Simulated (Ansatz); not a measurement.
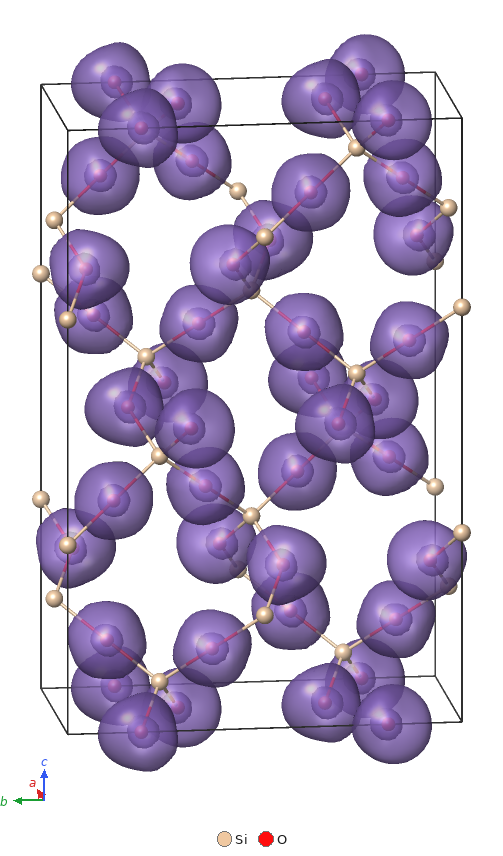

Figure 1: SiO2. Isosurface of the electron localisation function at 0.7 (purple), seen at an oblique angle. Only the valence region is drawn (cores and ρ < 0.01 e/Å³ removed). Sticks mark near contacts.

Space group Fddd; a structure from a database of computed crystals, not necessarily the ambient phase.

Theory: Ansatz, DFT LDA, scalar-relativistic, plane waves, PAW.

**What do the ELF domains correspond to?**

The surface consists of 32 regions on O in which the atom's valence shell and bonds are merged, counted in one cell of 48 atoms. Any copies at cell faces, edges or corners count once. Profiles from the grid: Si–O (1.60 Å): the ELF peaks at about 0.85 between the atoms; a polar covalent bond.
